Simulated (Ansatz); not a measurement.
# Band gap of Te (P3_121) from density functionals to GW, part 3 of 3

Aim: the gap of Te (P3_121) at several levels of theory on one structure, with the time that each takes.

Ansatz 0.2.0; density functionals, hybrids and G0W0, plane waves, PAW. Known limits of the many-body steps: finite bands, screening cutoff and k mesh; no spin-orbit coupling in G0W0; band order with spin-orbit coupling not checked; large ε∞ on the G0W0 mesh.

So far. Step 11 (G0W0@HSE06, 6×6×4 mesh, 304 empty bands, screening to …): Over 11 of 24 irreducible mesh points the G0W0 gap is 0.674 eV, direct, at k = (0.333, 0.333, -0.500). The HSE06 gap of this run on the mesh is 0.632 eV. The two states that bound the G0W0 gap lie that far apart at the start, so the correction of the gap is 0.674 − 0.632 = +0.042 eV.

In doubt: masses and optical values from hybrid runs of this build are listed as unsure (step 11), which bears on the screening that GW takes from such a start.

## Step 13: The ladder

Each gap is the least one over the points named; times are wall times on shared hosts, not benchmarks. A G0W0 time includes the run's own self-consistent start. Runs with listed points see these and the mesh alone, so an edge that moves elsewhere is missed. Rows marked * are further runs, not shown as steps, whose inputs differ from the G0W0 step on the same start in the columns given; solver thresholds can differ too. Rows marked ? have an edge level that the program doubts. Symmetry makes (0.333, 0.333, 0.500) and (0.333, 0.333, -0.500) one point.

```csv
level,mesh,"files, cutoff","bands summed, screening",points,gap (eV),valence top,conduction bottom,least direct gap (eV),time
LDA,6×6×4,"soft_1 PAW, 420 eV",-,mesh and listed points,0.104,"(0.333, 0.333, 0.450)","(0.333, 0.333, 0.500)",0.124,4.2 s
PBEsol,6×6×4,"soft_1 PAW, 420 eV",-,mesh and listed points,0.123,"(0.333, 0.333, 0.450)","(0.333, 0.333, 0.500)",0.142,5.4 s
PBE,6×6×4,"soft_1 PAW, 420 eV",-,mesh and path,0.165,"(0.333, 0.333, 0.450)","(0.333, 0.333, 0.500)",0.183,12 s
PBE+SOC,6×6×4,"soft_1 PAW, 420 eV",-,mesh and listed points,none,-,-,0.000,11 s
r2SCAN,6×6×4,"soft_1 PAW, 500 eV",-,mesh and listed points,0.342,"(0.333, 0.333, 0.450)","(0.333, 0.333, 0.500)",0.356,12 s
HSE06,6×6×4,"soft_1 PAW, 420 eV",-,mesh and listed points,0.618,"(0.333, 0.333, 0.450)","(0.333, 0.333, 0.500)",0.632,35 s
PBE0,6×6×4,"soft_1 PAW, 420 eV",-,mesh and listed points,1.158,"(0.333, 0.333, 0.450)","(0.333, 0.333, 0.500)",1.180,21 s
DDH-PBE0,6×6×4,"soft_1 PAW, 420 eV",-,mesh and listed points,0.252,"(0.333, 0.333, 0.450)","(0.333, 0.333, 0.500)",0.270,1.8 min
G0W0@PBE*,6×6×4,"soft_1 PAW, 420 eV","131, 60 eV",12 of 24 irreducible mesh points,0.389,"(0.333, 0.333, -0.500)","(0.333, 0.333, -0.500)",0.389,22 s
G0W0@PBE*,6×6×4,"soft_1 PAW, 420 eV","328, 120 eV",12 of 24 irreducible mesh points,0.420,"(0.333, 0.333, -0.500)","(0.333, 0.333, -0.500)",0.420,33 s
G0W0@PBE?,6×6×4,"soft_1 PAW, 420 eV","679, 200 eV",12 of 24 irreducible mesh points,0.505,"(0.333, 0.333, -0.500)","(0.333, 0.333, -0.500)",0.505,3.6 min
G0W0@PBE*,6×6×2,"soft_1 PAW, 420 eV","328, 120 eV",10 of 14 irreducible mesh points,0.420,"(0.333, 0.333, -0.500)","(0.333, 0.333, -0.500)",0.420,26 s
G0W0@HSE06,6×6×4,"soft_1 PAW, 420 eV","328, 120 eV",11 of 24 irreducible mesh points,0.674,"(0.333, 0.333, -0.500)","(0.333, 0.333, -0.500)",0.674,83 s
G0W0@PBEsol,6×6×4,"soft_1 PAW, 420 eV","328, 120 eV",12 of 24 irreducible mesh points,0.406,"(0.333, 0.333, -0.500)","(0.333, 0.333, -0.500)",0.406,40 s
```

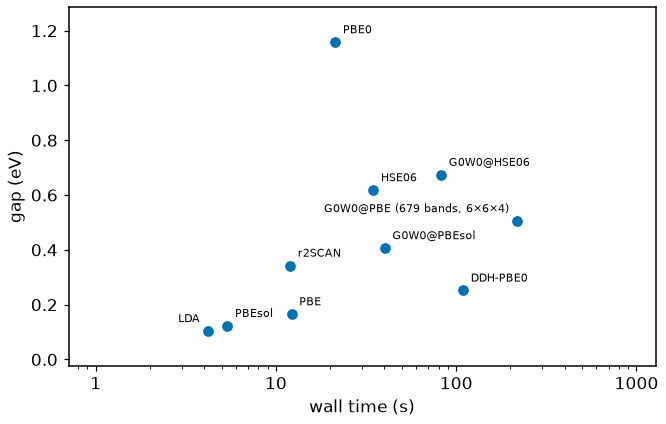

Gap against wall time for the runs shown as steps.

## Step 14: What came out

```yaml
lda_over_mesh_and_listed_points: 0.104 eV
pbesol_over_mesh_and_listed_points: 0.123 eV
pbe_over_mesh_and_path: 0.165 eV
pbe_soc_over_mesh_and_listed_points: none
r2scan_over_mesh_and_listed_points: 0.342 eV
hse06_over_mesh_and_listed_points: 0.618 eV
pbe0_over_mesh_and_listed_points: 1.158 eV
ddh_pbe0_over_mesh_and_listed_points: 0.252 eV
g0w0_pbe_679_bands_6x6x4_over_12_of_24_irreducible_mesh_points: 0.505 eV
g0w0_hse06_over_11_of_24_irreducible_mesh_points: 0.674 eV
g0w0_pbesol_over_12_of_24_irreducible_mesh_points: 0.406 eV
known_limits: finite bands, screening cutoff and k mesh; no spin-orbit coupling in G0W0; band order with spin-orbit coupling not checked; large ε∞ on the G0W0 mesh
```

In words: The rows run from 0.104 eV (LDA) to 1.158 eV (PBE0). They differ in mesh, plane-wave cutoff, bands and screening cutoff of G0W0 and the points over which the gap was sought as well as in level, so only pairs that share these are like for like. PBEsol against LDA: 0.123 − 0.104 = +0.019 eV, with the same mesh, files and cutoff, and both edges at the same k points. HSE06 against PBEsol: 0.618 − 0.123 = +0.495 eV, with the same mesh, files and cutoff, and both edges at the same k points. PBE0 against HSE06: 1.158 − 0.618 = +0.540 eV, with the same mesh, files and cutoff, and both edges at the same k points. DDH-PBE0 against PBE0: 0.252 − 1.158 = −0.906 eV, with the same mesh, files and cutoff, and both edges at the same k points. G0W0@HSE06 against G0W0@PBE with 328 bands: 0.674 − 0.420 = +0.254 eV, with the same mesh, files and cutoffs, and both edges at the same k points. G0W0@PBEsol against G0W0@HSE06 with 328 bands: 0.406 − 0.674 = −0.268 eV, with the same mesh, files and cutoffs, and both edges at the same k points. The dielectric-dependent hybrid took 0.025 of exact exchange, against 0.25 in PBE0. G0W0@PBE (679 bands, 6×6×4) moves the gap of its own start on the mesh by 0.505 − 0.183 = +0.322 eV, between the same two levels. Over mesh and path, PBE puts the valence top at k = (0.333, 0.333, 0.450), where no G0W0 correction was computed. The G0W0 gap over the whole zone is therefore not known from this run; at its settings it can only be equal to or under the 0.505 eV found, and no correction is carried over from another point. For the start itself the gap is 0.165 eV over mesh and path and 0.183 eV on the mesh of the G0W0 run, in runs that differ in occupations. G0W0@HSE06 moves the gap of its own start on the mesh by 0.674 − 0.632 = +0.042 eV, between the same two levels. Over mesh and listed points, HSE06 puts the valence top at k = (0.333, 0.333, 0.450), where no G0W0 correction was computed. The G0W0 gap over the whole zone is therefore not known from this run; at its settings it can only be equal to or under the 0.674 eV found, and no correction is carried over from another point. For the start itself the gap is 0.618 eV over mesh and listed points and 0.632 eV on the mesh of the G0W0 run. G0W0@PBEsol moves the gap of its own start on the mesh by 0.406 − 0.142 = +0.264 eV, between the same two levels. Over mesh and listed points, PBEsol puts the valence top at k = (0.333, 0.333, 0.450), where no G0W0 correction was computed. The G0W0 gap over the whole zone is therefore not known from this run; at its settings it can only be equal to or under the 0.406 eV found, and no correction is carried over from another point. For the start itself the gap is 0.123 eV over mesh and listed points and 0.142 eV on the mesh of the G0W0 run. What spin-orbit coupling does to the G0W0 levels was not computed, so no sum with the G0W0 gap is formed. For G0W0@PBE: from 131 bands and 60 eV to 679 bands and 200 eV the gap moves by 0.505 − 0.389 = +0.116 eV (rung by rung 0.389, 0.420, 0.505 eV); bands and screening cutoff rise together, so their parts are not told apart. An edge row is in doubt in the run with 679 bands, so no limit is drawn and it is not known. The other G0W0 rows are shown at one basis each (328 bands), so their distance from the limit is not known here. With the 6×6×2 mesh in place of the 6×6×4 mesh and all else as in the G0W0@PBE row with 328 bands, the gap differs by 0.420 − 0.420 = +0.000 eV, and that of the start by 0.184 − 0.183 = +0.001 eV. For G0W0@PBE (679 bands, 6×6×4): the program marks 24 of the 48 corrected levels as in doubt (Σc rises), among them the valence top. The G0W0 runs are scalar-relativistic. With heavy atoms and a narrow start gap, spin-orbit coupling can change the order of the bands at the edges; the order was not checked, and the scalar-relativistic G0W0 gap may be a model value. The largest eigenvalue of the RPA ε∞ is large: 334 in G0W0@PBE (6×6×4, 679 bands), 28 in G0W0@HSE06 (6×6×4, 328 bands), 693 in G0W0@PBEsol (6×6×4, 328 bands), 334 in G0W0@PBE (6×6×4, 131 bands), 334 in G0W0@PBE (6×6×4, 328 bands) and 618 in G0W0@PBE (6×6×2, 328 bands). A perturbation-theory run of this series on PBE, not shown as a step (6×6×4 (response on 2048 points) mesh, soft_1 PAW), gives 33.4 and 52.4 (stated error 0.3), so a mesh with so large a value overstates the long-range screening, which bears on the G0W0 gap by an amount not known here. G0W0@PBE runs of this series with other atomic data on the same mesh, not shown as steps, give 0.419 eV (hard PAW, 640 eV, 328 bands, screening to 120 eV; the table's row with the same empty bands and screening cutoff has 0.420 eV); where bands and cutoffs differ too, the part of the files is not isolated. The program doubts an edge level of G0W0@PBE with 328 bands (6×6×4, hard PAW).

[Paths, hosts, dates, memory and timing lines, banners, echoed tables and standing remarks are left out of the program output.]

[Logs are printed without paths, hosts, clocks, repeated set-up lines and the standing remarks that a program may print on its own settings, such as how far it seeks lower states.]

[Runs of the session that timed out or met a known fault of the program may be left out.]

[Cells called generated may have been cut or substituted from an entry of the Crystallography Open Database or the Materials Project.]

[Hosts, paths, dates, database ids (printed as entryN), source tags and the programs' standing remarks are cut or masked in the printed files.]

[Where an RPA ε∞ is given, it is that of the G0W0 mesh and is not shown converged in it. Names of k-points follow the symmetry that the program found, which can be lower than the space group named. Band edges on a path are those of the sampled points; other points can move an edge, and change direct to indirect where valleys lie close.]

[Hybrid gaps are those of their k-mesh and are not shown converged in it.]
